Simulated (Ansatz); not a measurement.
## Run report: Al$_{3}$GaAs$_{4}$, geometry relaxation (part 2 of 2)

The same run, continued: Al$_{3}$GaAs$_{4}$ (Pmm2, 8 atoms in the cell); DFT PBE, scalar-relativistic, plane waves, PAW, no spin polarisation (Ansatz 0.2.0); cutoff 420 eV, 8×4×6 k-mesh, Gaussian smearing of 0.02 eV. The structure was made by a generator, so it may or may not be a known phase.

Geometry of the input (Å; fractional positions):
```
4.0742  0.0000  0.0000
0.0000  8.1477  0.0000
0.0000  0.0000  5.6722
Al 0.0000  0.0000  0.0002
Al 0.5000  0.2498  0.5000
Al 0.5000  0.7502  0.5000
Ga 0.0000  0.5000  0.0000
As 0.0000  0.7506  0.7489
As 0.5000  0.0000  0.2499
As 0.0000  0.2494  0.7489
As 0.5000  0.5000  0.2520
```

```
basis re-selected at this cell: Δ(F+E_penalty+E_count) = -4.498e-5 eV, ΔP = +0.001 GPa vs the last step (what re-selecting the basis moved, of the pressure what is left beyond the Pulay correction that the steps carried, after the strain that the cell walked since its last selection, with what the two solves' SCF thresholds leave and, on support functions, any second-order correction that the steps lacked; it is no measure of the basis error at this ecutwfc). This SCF's stress stands 5.94e-3 GPa from its target on what of the cell is left free (relax.cell.stress_tol is 5.00e-2 GPa) and its largest allowed force component is 1.35e-3 eV/Å (relax.f_tol is 1.00e-2 eV/Å): within both
SCF converged after 6 iterations
Free energy (F): -24823.686637 eV
Harris-Foulkes:  -24823.686637 eV  (|F-HF|=3.27e-11)
Internal energy: -24823.686637 eV  (E = F + TS)
E sigma→0 (E₀):  -24823.686637 eV
Fermi energy:    7.024450 eV
--- Per-component energies (eV) ---
  E_band       = -1154.049418
  E_kinetic    = 595.471317
  E_local      = -10914.346584  (includes V_loc(G=0)·N_el)
  E_nonlocal   = -2225.619739
  E_hartree    = 5674.094703
  E_xc         = -503.644562
  E_vxc        = -460.004061  (∫ρ·V_xc dr)
  E_paw        = -10733.869875  (= ΣΔE_a)
  E_vpaw       = 502.260437  (= ΣTr[D̂ρ^β])
  E_aug_tail   = -0.000092  (compensation charges beyond the density's cutoff)
  E_ewald      = -6715.771806
  E_smearing   = -0.000000  (= −TS)
  E_closure    = -0.000000  (closes the sum)
  Σ components = -24823.686637   (vs F -24823.686637, Δ=0.00e0)
--- Forces (eV/Å), atoms counted from 1 ---
  atom   1  Al     0.00000000     0.00000000     0.00041094
  atom   2  Al    -0.00000000     0.00012986    -0.00010780
  atom   3  Al    -0.00000000    -0.00012986    -0.00010780
  atom   4  Ga     0.00000000     0.00000000    -0.00024868
  atom   5  As    -0.00000000    -0.00090225    -0.00063885
  atom   6  As     0.00000000     0.00000000    -0.00001580
  atom   7  As    -0.00000000     0.00090225    -0.00063885
  atom   8  As     0.00000000     0.00000000     0.00134690
  max |Σ_I F_I| component: 4.36e-8 eV/Å
--- Stress (GPa, compression-positive) ---
       -0.002982       0.000000       0.000000
        0.000000      -0.003470       0.000000
        0.000000       0.000000       0.005936
  P = ⅓ Tr σ = -0.0002 GPa (-0.002 kbar)
--- Band table (eV; the first three rows and the last of 60) ---
  k-point 0: bands = ["-28.2537", "-28.2529", "-28.2321", "-28.2285", "-28.2214", "-28.1875", "-28.1870", "-28.1775", "-28.1765", "-28.1762", "-28.1761", "-28.1592", "-28.1591", "-28.1587", "-28.1586", "-28.1135", "-28.1131", "-28.1131", "-28.1046", "-28.1040", "-8.0812", "-8.0600", "-8.0330", "-7.9938", "-7.9855", "-5.4825", "-4.1933", "-4.1011", "-3.5136", "0.6517", "1.5665", "1.8536", "3.5087", "3.5295", "4.1740", "4.1776", "5.4128", "5.4466", "6.3599", "6.3717", "6.3746", "7.6743", "7.8938", "8.5441", "9.5323", "9.5970", "10.4789", "10.4810", "10.4815", "12.0123"]
  k-point 1: bands = ["-28.2537", "-28.2529", "-28.2321", "-28.2285", "-28.2214", "-28.1875", "-28.1870", "-28.1775", "-28.1765", "-28.1762", "-28.1761", "-28.1592", "-28.1591", "-28.1587", "-28.1586", "-28.1135", "-28.1131", "-28.1131", "-28.1046", "-28.1040", "-8.0817", "-8.0604", "-8.0331", "-7.9936", "-7.9855", "-5.3923", "-4.1764", "-4.0818", "-3.7216", "0.8454", "1.3964", "1.5077", "3.9948", "4.0529", "4.2711", "4.2762", "5.4276", "5.4639", "5.4838", "6.1213", "6.1272", "7.9544", "8.4646", "8.8316", "9.3519", "9.4594", "10.1624", "10.8548", "10.8611", "11.1562"]
  k-point 2: bands = ["-28.2537", "-28.2529", "-28.2321", "-28.2285", "-28.2214", "-28.1875", "-28.1870", "-28.1775", "-28.1765", "-28.1762", "-28.1761", "-28.1592", "-28.1591", "-28.1587", "-28.1586", "-28.1135", "-28.1131", "-28.1131", "-28.1046", "-28.1040", "-8.0826", "-8.0613", "-8.0332", "-7.9931", "-7.9855", "-5.1300", "-4.2251", "-4.1036", "-4.0420", "0.6876", "1.0526", "1.9365", "4.1948", "4.5553", "4.5583", "4.9685", "4.9735", "5.4578", "5.4637", "5.5811", "5.6279", "8.1558", "8.4596", "8.8252", "9.2974", "9.4980", "9.8867", "10.8663", "11.0248", "11.1517"]
  k-point 59: bands = ["-28.2541", "-28.2517", "-28.2323", "-28.2285", "-28.2213", "-28.1870", "-28.1869", "-28.1770", "-28.1768", "-28.1764", "-28.1764", "-28.1589", "-28.1589", "-28.1583", "-28.1583", "-28.1134", "-28.1131", "-28.1125", "-28.1043", "-28.1043", "-8.0865", "-8.0578", "-8.0375", "-7.9945", "-7.9859", "-3.8798", "-3.8261", "-3.7885", "-3.7326", "0.4106", "1.1434", "1.1466", "1.1648", "3.5454", "3.6795", "3.7185", "3.7234", "4.7805", "4.7968", "4.8301", "4.8530", "9.3738", "9.8628", "9.9021", "10.0906", "10.4816", "10.5428", "10.5903", "10.6413", "12.7491"]
--- Relaxed structure (3 steps of the walk, 3 accepted, 1 SCFs on fresh bases) ---
  F+E_penalty+E_count = -24823.68663743 eV   max|allowed force component| = 1.347e-3 eV/Å   (the final SCF, on the basis selected at the relaxed cell)
  cell:  # Å, volume = 188.4201 Å³
    - [4.055246305918827, 0.0, 0.0]
    - [0.0, 8.109502953520202, 0.0]
    - [0.0, 0.0, 5.72948735860295]
  atoms:
    - { symbol: Al, position: [0.0, 0.0, 0.0003476351756498863] }
    - { symbol: Al, position: [0.5, 0.24973062641503083, 0.5000116809608602] }
    - { symbol: Al, position: [0.5, 0.7502693735849691, 0.5000116809608602] }
    - { symbol: Ga, position: [0.0, 0.5, -0.00015786515084776818] }
    - { symbol: As, position: [0.0, 0.7507955094847037, 0.7491329432331113] }
    - { symbol: As, position: [0.5, 0.0, 0.24988186771277723] }
    - { symbol: As, position: [0.0, 0.24920449051529617, 0.7491329432331113] }
    - { symbol: As, position: [0.5, 0.5, 0.2516391140744775] }
```

### Trajectory as extended XYZ (Å, eV, eV/Å), 4 frames, from step=1 to step=4
```
8
Lattice="4.0742 0.0000 0.0000 0.0000 8.1477 0.0000 0.0000 0.0000 5.6722" Properties=species:S:1:pos:R:3:forces:R:3 step=1 energy=-24823.68188 pressure_GPa=0.04
Al    0.0000    0.0000    0.0009    0.0000   0.0000   0.0017
Al    2.0371    2.0350    2.8361    0.0000  -0.0046  -0.0002
Al    2.0371    6.1127    2.8361    0.0000   0.0046  -0.0002
Ga    0.0000    4.0738    0.0002    0.0000   0.0000  -0.0011
As    0.0000    6.1160    4.2482    0.0000   0.0042   0.0059
As    2.0371    0.0000    1.4175    0.0000   0.0000  -0.0038
As    0.0000    2.0317    4.2482    0.0000  -0.0042   0.0059
As    2.0371    4.0738    1.4293    0.0000   0.0000  -0.0083
8
Lattice="4.0512 0.0000 0.0000 0.0000 8.1015 0.0000 0.0000 0.0000 5.7414" Properties=species:S:1:pos:R:3:forces:R:3 step=2 energy=-24823.68639 pressure_GPa=-0.01
Al    0.0000    0.0000    0.0017    0.0000   0.0000  -0.0017
Al    2.0256    2.0231    2.8707    0.0000  -0.0008   0.0001
Al    2.0256    6.0784    2.8707    0.0000   0.0008   0.0001
Ga    0.0000    4.0507   -0.0005    0.0000   0.0000   0.0010
As    0.0000    6.0822    4.3006    0.0000   0.0032   0.0056
As    2.0256    0.0000    1.4346    0.0000   0.0000  -0.0016
As    0.0000    2.0193    4.3006    0.0000  -0.0032   0.0056
As    2.0256    4.0507    1.4457    0.0000   0.0000  -0.0089
8
Lattice="4.0552 0.0000 0.0000 0.0000 8.1095 0.0000 0.0000 0.0000 5.7295" Properties=species:S:1:pos:R:3:forces:R:3 step=3 energy=-24823.68659 pressure_GPa=-0.00
Al    0.0000    0.0000    0.0020    0.0000   0.0000   0.0004
Al    2.0276    2.0252    2.8648    0.0000   0.0001  -0.0001
Al    2.0276    6.0843    2.8648    0.0000  -0.0001  -0.0001
Ga    0.0000    4.0548   -0.0009    0.0000   0.0000  -0.0002
As    0.0000    6.0886    4.2921    0.0000  -0.0009  -0.0007
As    2.0276    0.0000    1.4317    0.0000   0.0000   0.0000
As    0.0000    2.0209    4.2921    0.0000   0.0009  -0.0007
As    2.0276    4.0548    1.4418    0.0000   0.0000   0.0014
8
Lattice="4.0552 0.0000 0.0000 0.0000 8.1095 0.0000 0.0000 0.0000 5.7295" Properties=species:S:1:pos:R:3:forces:R:3 step=4 energy=-24823.68664 pressure_GPa=-0.00
Al    0.0000    0.0000    0.0020    0.0000   0.0000   0.0004
Al    2.0276    2.0252    2.8648    0.0000   0.0001  -0.0001
Al    2.0276    6.0843    2.8648    0.0000  -0.0001  -0.0001
Ga    0.0000    4.0548   -0.0009    0.0000   0.0000  -0.0002
As    0.0000    6.0886    4.2921    0.0000  -0.0009  -0.0006
As    2.0276    0.0000    1.4317    0.0000   0.0000   0.0000
As    0.0000    2.0209    4.2921    0.0000   0.0009  -0.0006
As    2.0276    4.0548    1.4418    0.0000   0.0000   0.0013
```

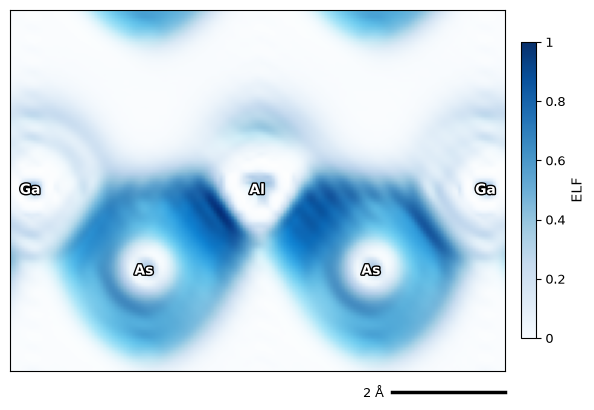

**Figure 1.** ELF on the (100) plane of the conventional cell. In a PAW calculation such maps are meaningful between the atoms, not at the nuclei.

### Summary

| quantity | value |
| --- | --- |
| outcome | converged |
| space group (tolerance 0.01 Å) | Pmm2 (25) |
| electrons treated | 82 |
| free energy | −24823.6866 eV |
| Fermi energy | 7.024 eV |
| gap on the k-point mesh | 1.30 eV |
| pressure | 0.00 GPa |
| final volume | 188.42 Å³ |
| largest force (length of the vector) at the end | 0.001 eV/Å |
| final cell | a = 4.055 Å, b = 8.110 Å, c = 5.729 Å, α = 90.00°, β = 90.00°, γ = 90.00° |
| wall time | 3.6 min |
| peak memory | 0.67 GiB |
